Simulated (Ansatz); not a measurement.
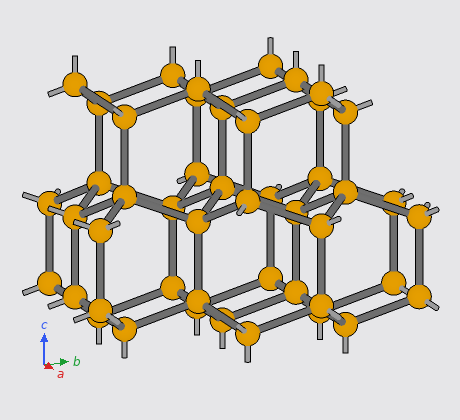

The net above was derived from one of the structures below (computed or model cells, partly hypothetical) by pruning terminal atoms and folding two-connected atoms into edges (only the bonds listed count; of a layer or chain structure one layer or chain is shown).

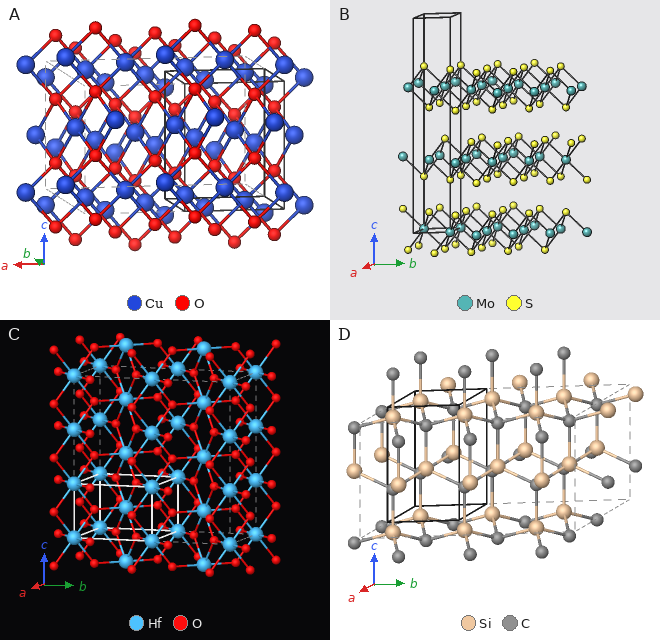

A: CuO (bonds: Cu–O below 2.2 Å)
B: MoS2 (bonds: Mo–S below 2.7 Å)
C: HfO₂ (bonds: Hf–O below 2.4 Å)
D: SiC (bonds: C–Si below 2.1 Å)
All are geometries used in or obtained from electronic-structure calculations.

Which structure gives this net?

Answer. D, SiC: a uninodal 4-connected, three-periodic net; Si and C are 4-connected nodes. It is the lon net, known from lonsdaleite, wurtzite and tridymite. The others give a binodal (4,4)-connected, three-periodic net (A), a binodal (3,6)-connected, two-periodic (layers) net (B) and a binodal (3,6)-connected, three-periodic net (C).
